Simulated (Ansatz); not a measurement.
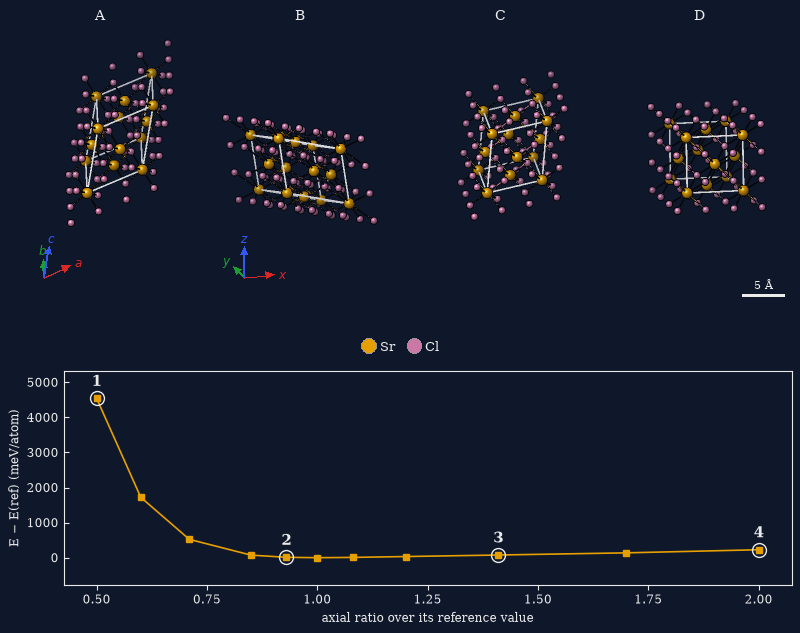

Crystalline SrCl$_{2}$ (Fm-3m): the ratio of the cell's length along [111] to its lengths across, counted as 1 for the reference, is changed at fixed volume (a trigonal path), with the atoms kept at their fractional coordinates. x, y and z are the Cartesian axes of the input. The frames are shuffled; the numbered points of the plot belong to them. Style: ball-and-stick. Shown: the conventional cell (4 times the calculation's cell), slightly off an axis. Lengths and directions refer to the drawn axes.

Computed with Ansatz, DFT PBE, scalar-relativistic, plane waves, PAW. Set-up: plane-wave cutoff 420 eV; k-point mesh 6 × 6 × 6; occupations gaussian; smearing width 0.05 eV; no spin polarisation. Energies (free energies at the smearing named) are counted from the cell as listed in its source, which wasn't relaxed.

### Which frame belongs to which numbered point?

Point 1 is frame B (the relative ratio 0.50, 4543 meV/atom); 2 is frame D (the relative ratio 0.93, 11 meV/atom); 3 is frame C (the relative ratio 1.41, 76 meV/atom); 4 is frame A (the relative ratio 2.00, 227 meV/atom). Of the computed points the lowest is at the relative ratio 1.00, 0 meV/atom. The end points stand at 4543 meV/atom (0.50) and 227 meV/atom (2.00). The unrelaxed reference is under a pressure of 1.1 GPa. The distortion takes the space group from Fm-3m to R-3m. At the relative ratio 2.00 the cell of the drawing goes a 6.971 → 7.825 Å, b 6.971 → 7.825 Å, c 6.971 → 7.825 Å, α 90.0° → 60.0°, β 90.0° → 60.0°, γ 90.0° → 60.0°.
